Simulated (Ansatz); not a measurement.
**Geometry relaxation of ZnSe (part 3 of 3)**

Continued. System: ZnSe (P1, 32 atoms in the cell). Method: DFT PBE, scalar-relativistic, plane waves, PAW, no spin polarisation (Ansatz 0.2.0); cutoff 420 eV, 2×2×2 k-mesh, Gaussian smearing of 0.02 eV. The structure derives from a Materials Project entry. It belongs to a series of runs on one base structure; here: the perfect supercell shaken and relaxed.

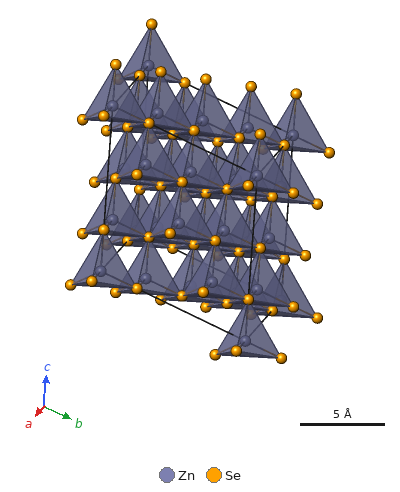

*The geometry at step 3 of the log (polyhedral view of the cell of the calculation, seen slightly off an axis; polyhedra are completed across the faces of the cell).*

## Output, continued
```
--- Relaxed structure (4 steps of the walk, 4 accepted, 0 SCFs on fresh bases) ---
  F+E_penalty+E_count = -140632.61385332 eV   max|allowed force component| = 8.448e-3 eV/Å
  atoms:
    - { symbol: Zn, position: [0.24958247088023505, 0.7498763028631505, -0.0005025823271690988] }
    - { symbol: Zn, position: [0.49996318242033105, 0.7505363337431584, 0.7495683126768276] }
    - { symbol: Zn, position: [0.7492451877772239, 0.7498524161168669, 0.4992805382060608] }
    - { symbol: Zn, position: [0.00023451588120576572, 0.0004222575205938828, 0.9993519391875632] }
    - { symbol: Zn, position: [0.24951281884174856, -4.574167082058156e-5, 0.7491951673540147] }
    - { symbol: Zn, position: [-1.0379840576835164e-5, 0.7507140751314887, 0.24957431232910315] }
    - { symbol: Zn, position: [0.749514064419848, 0.25005258473018926, -0.0005675330232083609] }
    - { symbol: Zn, position: [0.5000183391098442, 0.0008977432497937583, 0.4994893955813872] }
    - { symbol: Zn, position: [0.7497149027073277, 0.00041380905943783075, 0.2494030356471219] }
    - { symbol: Zn, position: [-0.000557106401726376, 0.24999414905153466, 0.7493325614230136] }
    - { symbol: Zn, position: [0.5001081154538141, 0.5004834455972448, -0.0006477476574936862] }
    - { symbol: Zn, position: [0.24939098921940236, 0.25022020760666036, 0.4997727931546251] }
    - { symbol: Zn, position: [0.7498682005030237, 0.5003167705812981, 0.7495685273584463] }
    - { symbol: Zn, position: [0.4997004740718496, 0.25031388461650395, 0.2494793822277778] }
    - { symbol: Zn, position: [5.357980633932723e-5, 0.5005467998982751, 0.4995053460087555] }
    - { symbol: Zn, position: [0.24963537998471685, 0.5002527450726574, 0.2494267097100995] }
    - { symbol: Se, position: [0.2499699110114461, 7.743944098642652e-5, -0.0005818957374928851] }
    - { symbol: Se, position: [0.49965996561899184, 0.00031063596353266, 0.7492828608849122] }
    - { symbol: Se, position: [0.749594189934224, 7.417033394876982e-5, 0.4992849958923575] }
    - { symbol: Se, position: [-0.0003541299512190843, 0.2502335621683406, -0.0005431904615744443] }
    - { symbol: Se, position: [0.24968405067468882, 0.2502388602077662, 0.7497077850941687] }
    - { symbol: Se, position: [-0.00026657911768417086, 0.0004799286706981404, 0.24931946439547664] }
    - { symbol: Se, position: [0.7500543517522296, 0.500398290041146, -0.00037426049933746153] }
    - { symbol: Se, position: [0.4995842193128738, 0.2505910242376642, 0.499555216570121] }
    - { symbol: Se, position: [0.7497913247122316, 0.2504809007102518, 0.2496135879371758] }
    - { symbol: Se, position: [-0.0003017898711258349, 0.5000998131175931, 0.7493349466499738] }
    - { symbol: Se, position: [0.49978709975606506, 0.7503555499145922, -0.0005498538961344612] }
    - { symbol: Se, position: [0.2499244914565974, 0.5004133970969624, 0.49958845929751716] }
    - { symbol: Se, position: [0.7498887895088184, 0.7503372463321702, 0.7495827164829338] }
    - { symbol: Se, position: [0.49949422257705123, 0.5001000186845195, 0.24913194155292995] }
    - { symbol: Se, position: [-0.0005315547932988329, 0.7502324663555812, 0.49927555164244297] }
    - { symbol: Se, position: [0.24993593928350152, 0.7504829941562117, 0.24970926513760286] }
```

## Trajectory as extended XYZ (Å, eV, eV/Å), 4 frames, from step=1 to step=4
```
32
Lattice="5.7318 -5.7318 5.7318 -5.7318 5.7318 5.7318 -5.7318 -5.7318 -5.7318" Properties=species:S:1:pos:R:3:forces:R:3 step=1 energy=-140632.12655
Zn   -2.8486    2.8083    5.7557    0.0399   0.3950   0.1430
Zn   -5.7467   -2.8917    2.8789    0.3973   0.1045  -0.2350
Zn   -2.8930   -2.8533    5.6926   -0.0300   0.0501   0.1450
Zn   -5.6846   -5.7185   -5.6511   -0.2309   0.0353  -0.1963
Zn   -2.8015   -5.7088   -2.9406   -0.4648  -0.3233   0.4317
Zn   -5.7973    2.8483    2.9553    0.2259   0.1090  -0.3813
Zn    2.8744   -2.8337    5.7129   -0.0382   0.0678   0.0921
Zn   -0.0676   -5.7074    0.0702    0.6213  -0.4801  -0.5720
Zn    2.8042   -5.6784    2.8860    0.3736  -0.1541  -0.1079
Zn   -5.7176   -2.8557   -2.9394   -0.0853  -0.1021   0.7222
Zn    0.0166    0.0363    5.7317    0.0929  -0.0819  -0.4423
Zn   -2.8344   -2.8472   -0.0343    0.2759   0.1314   0.3672
Zn   -2.8935   -5.7225    2.8263   -0.0488  -0.1568   0.2713
Zn   -0.0404   -2.8975    2.8406    0.1504   0.1986   0.1673
Zn   -5.7630   -0.0096    0.0144    0.2046  -0.3827  -0.2812
Zn   -2.8658    0.0660    2.9103   -0.0789  -0.1601  -0.0485
Se    1.3866   -1.4689    1.4393    0.5129   0.0700   0.1856
Se   -1.3748   -7.1885   -1.4797   -0.3629   0.3809   0.3159
Se    1.4083   -7.1704    1.4935    0.4364   0.2925  -0.6386
Se   -1.4190    1.4605    1.4739   -0.2216  -0.1329  -0.3765
Se   -4.2127   -4.2258   -1.4137   -0.4608  -0.5898  -0.4611
Se   -1.4062   -1.3830   -1.4159   -0.1908   0.1563   0.0317
Se    1.3902   -1.3826    7.1469    0.1034  -0.5523   0.1077
Se   -1.3734   -4.3661    1.4705   -0.8391   0.6096  -0.0716
Se    1.4198   -4.2602    4.2764   -0.0765  -0.0885   0.4057
Se   -7.2401   -1.4959   -1.4665    0.4242   0.3844   0.1557
Se   -1.3743    1.4375    7.1427   -0.4746  -0.1285   0.2551
Se   -4.2280   -1.4357    1.4511   -0.3410   0.1076  -0.0137
Se   -4.3293   -4.3065    4.3077    0.2082  -0.0366  -0.0163
Se   -1.4443   -1.4549    4.2635    0.0931   0.2920   0.2716
Se   -7.1727    1.4051    1.4050    0.1947   0.5563  -0.0569
Se   -4.2867    1.4902    4.3547   -0.4106  -0.5717  -0.1696
32
Lattice="5.7318 -5.7318 5.7318 -5.7318 5.7318 5.7318 -5.7318 -5.7318 -5.7318" Properties=species:S:1:pos:R:3:forces:R:3 step=2 energy=-140632.54213
Zn   -2.8548    2.8438    5.7110   -0.0202   0.1533   0.0569
Zn   -5.7582   -2.8733    2.8925    0.1426   0.0032  -0.1132
Zn   -2.8571   -2.8437    5.6938    0.0320  -0.0324   0.0910
Zn   -5.6816   -5.7401   -5.6946   -0.1273   0.0288  -0.0922
Zn   -2.8252   -5.6978   -2.8978   -0.1740  -0.1280   0.1632
Zn   -5.7592    2.8671    2.9334    0.1004   0.0014  -0.1817
Zn    2.8787   -2.8488    5.7273    0.0350  -0.0421   0.0173
Zn   -0.0573   -5.6955    0.0536    0.2817  -0.1970  -0.2077
Zn    2.8251   -5.7102    2.8891    0.1935  -0.0473  -0.0796
Zn   -5.7164   -2.8398   -2.9309   -0.0496  -0.0648   0.3140
Zn    0.0175    0.0048    5.7769   -0.0243   0.0057  -0.1475
Zn   -2.9181   -2.8617   -0.0523    0.1599   0.0128   0.1816
Zn   -2.8708   -5.7421    2.8518    0.0279  -0.0083   0.1081
Zn   -0.0136   -2.8667    2.8582    0.0683   0.0496   0.0757
Zn   -5.7399   -0.0011    0.0217    0.0977  -0.0415  -0.0755
Zn   -2.8704    0.0165    2.8681    0.0192  -0.0638  -0.0341
Se    1.4460   -1.4396    1.4506    0.1377  -0.0749  -0.0389
Se   -1.4181   -7.1523   -1.4388   -0.1106   0.0959   0.1101
Se    1.4445   -7.1563    1.4273    0.0304   0.1158  -0.1291
Se   -1.4141    1.4344    1.4384   -0.1324  -0.0009  -0.1188
Se   -4.3084   -4.3029   -1.4439   -0.0479  -0.0554  -0.1298
Se   -1.4366   -1.4145   -1.4138   -0.0340   0.0998   0.0266
Se    1.4298   -1.4457    7.1720   -0.0176  -0.0742   0.1053
Se   -1.4392   -4.2904    1.4417   -0.2833   0.1971  -0.0021
Se    1.4329   -4.2815    4.3074   -0.1190  -0.0037   0.0830
Se   -7.1548   -1.4320   -1.4307    0.0044  -0.0078  -0.0975
Se   -1.4351    1.4401    7.1618   -0.0463  -0.0836   0.1436
Se   -4.2988   -1.4411    1.4415   -0.0268   0.0204   0.0408
Se   -4.2927   -4.2963    4.3026   -0.0096  -0.0514  -0.0382
Se   -1.4165   -1.4110    4.2958   -0.0038   0.0119   0.0171
Se   -7.1533    1.4419    1.4295    0.0082   0.2229  -0.0559
Se   -4.2996    1.4253    4.3156   -0.1125  -0.0416   0.0076
32
Lattice="5.7318 -5.7318 5.7318 -5.7318 5.7318 5.7318 -5.7318 -5.7318 -5.7318" Properties=species:S:1:pos:R:3:forces:R:3 step=3 energy=-140632.61385
Zn   -2.8647    2.8704    5.7315    0.0000   0.0015   0.0052
Zn   -5.7326   -2.8601    2.8712    0.0011   0.0009  -0.0020
Zn   -2.8652   -2.8583    5.7307   -0.0008  -0.0006   0.0060
Zn   -5.7291   -5.7270   -5.7243   -0.0041   0.0020  -0.0063
Zn   -2.8638   -5.7246   -2.8643   -0.0040  -0.0014   0.0026
Zn   -5.7335    2.8725    2.8724    0.0015   0.0000  -0.0038
Zn    2.8660   -2.8595    5.7325   -0.0017   0.0000   0.0047
Zn   -0.0021   -5.7238    0.0082    0.0024  -0.0026  -0.0083
Zn    2.8653   -5.7243    2.8700    0.0003  -0.0018  -0.0006
Zn   -5.7311   -2.8589   -2.8653   -0.0010  -0.0014   0.0031
Zn    0.0016    0.0059    5.7389   -0.0016   0.0007  -0.0066
Zn   -2.8693   -2.8598   -0.0009    0.0034   0.0015   0.0074
Zn   -2.8660   -5.7267    2.8694    0.0000   0.0013   0.0001
Zn   -0.0005   -2.8594    2.8689   -0.0002  -0.0001  -0.0006
Zn   -5.7318    0.0057    0.0063   -0.0014   0.0008  -0.0050
Zn   -2.8661    0.0068    2.8685   -0.0007  -0.0002   0.0007
Se    1.4357   -1.4290    1.4365   -0.0009   0.0012  -0.0005
Se   -1.4326   -7.1569   -1.4290    0.0008  -0.0002   0.0010
Se    1.4343   -7.1579    1.4351   -0.0001  -0.0015   0.0029
Se   -1.4332    1.4394    1.4354   -0.0006   0.0011   0.0006
Se   -4.3003   -4.2940   -1.4317    0.0013  -0.0003   0.0024
Se   -1.4333   -1.4248   -1.4278    0.0008  -0.0023  -0.0021
Se    1.4331   -1.4288    7.1694    0.0019   0.0013  -0.0017
Se   -1.4362   -4.2905    1.4365    0.0023  -0.0004   0.0007
Se    1.4312   -4.2927    4.3026    0.0016  -0.0019  -0.0011
Se   -7.1632   -1.4268   -1.4303   -0.0001   0.0016   0.0015
Se   -1.4330    1.4393    7.1687    0.0005   0.0013  -0.0010
Se   -4.2993   -1.4278    1.4372    0.0011  -0.0003  -0.0009
Se   -4.2990   -4.2939    4.3025   -0.0009   0.0006   0.0011
Se   -1.4314   -1.4245    4.3015   -0.0011  -0.0007   0.0012
Se   -7.1649    1.4415    1.4354   -0.0004  -0.0012   0.0010
Se   -4.3003    1.4377    4.3029    0.0006   0.0011  -0.0019
32
Lattice="5.7318 -5.7318 5.7318 -5.7318 5.7318 5.7318 -5.7318 -5.7318 -5.7318" Properties=species:S:1:pos:R:3:forces:R:3 step=4 energy=-140632.61385
Zn   -2.8647    2.8704    5.7315    0.0000   0.0015   0.0053
Zn   -5.7326   -2.8601    2.8712    0.0012   0.0008  -0.0021
Zn   -2.8652   -2.8583    5.7307   -0.0007  -0.0006   0.0060
Zn   -5.7291   -5.7270   -5.7243   -0.0042   0.0021  -0.0063
Zn   -2.8638   -5.7246   -2.8643   -0.0040  -0.0015   0.0026
Zn   -5.7335    2.8725    2.8724    0.0015   0.0000  -0.0039
Zn    2.8660   -2.8595    5.7325   -0.0018  -0.0001   0.0048
Zn   -0.0021   -5.7238    0.0082    0.0025  -0.0026  -0.0084
Zn    2.8653   -5.7243    2.8700    0.0004  -0.0018  -0.0006
Zn   -5.7311   -2.8589   -2.8653   -0.0010  -0.0014   0.0032
Zn    0.0016    0.0059    5.7389   -0.0017   0.0006  -0.0066
Zn   -2.8693   -2.8598   -0.0009    0.0036   0.0015   0.0075
Zn   -2.8660   -5.7267    2.8694    0.0000   0.0014   0.0001
Zn   -0.0005   -2.8594    2.8689   -0.0002  -0.0001  -0.0005
Zn   -5.7318    0.0057    0.0063   -0.0013   0.0009  -0.0049
Zn   -2.8661    0.0068    2.8685   -0.0006  -0.0002   0.0008
Se    1.4357   -1.4290    1.4365   -0.0008   0.0012  -0.0006
Se   -1.4326   -7.1569   -1.4290    0.0007  -0.0002   0.0010
Se    1.4343   -7.1579    1.4351   -0.0001  -0.0015   0.0029
Se   -1.4332    1.4394    1.4354   -0.0007   0.0011   0.0005
Se   -4.3003   -4.2940   -1.4317    0.0013  -0.0003   0.0024
Se   -1.4333   -1.4248   -1.4278    0.0008  -0.0023  -0.0021
Se    1.4331   -1.4288    7.1694    0.0020   0.0013  -0.0016
Se   -1.4362   -4.2905    1.4365    0.0022  -0.0004   0.0008
Se    1.4312   -4.2927    4.3026    0.0015  -0.0019  -0.0011
Se   -7.1632   -1.4268   -1.4303   -0.0002   0.0016   0.0015
Se   -1.4330    1.4393    7.1687    0.0005   0.0014  -0.0010
Se   -4.2993   -1.4278    1.4372    0.0010  -0.0003  -0.0009
Se   -4.2990   -4.2939    4.3025   -0.0008   0.0006   0.0011
Se   -1.4314   -1.4245    4.3015   -0.0011  -0.0007   0.0011
Se   -7.1649    1.4415    1.4354   -0.0005  -0.0011   0.0010
Se   -4.3003    1.4377    4.3029    0.0006   0.0012  -0.0020
```

## Key numbers

```csv
quantity,value
outcome,converged
space group (tolerance 0.01 Å),P1 (1) → F-43m (216)
electrons treated,448
free energy,−140632.6139 eV
Fermi energy,7.413 eV
gap on the k-point mesh,2.97 eV
final volume,753.22 Å³
largest force (length of the vector) at the end,0.009 eV/Å
final cell,"a = 9.928 Å, b = 9.928 Å, c = 9.928 Å, α = 109.47°, β = 109.47°, γ = 109.47°"
wall time,1.7 min (CPU time 13 min)
peak memory,3.9 GiB
```
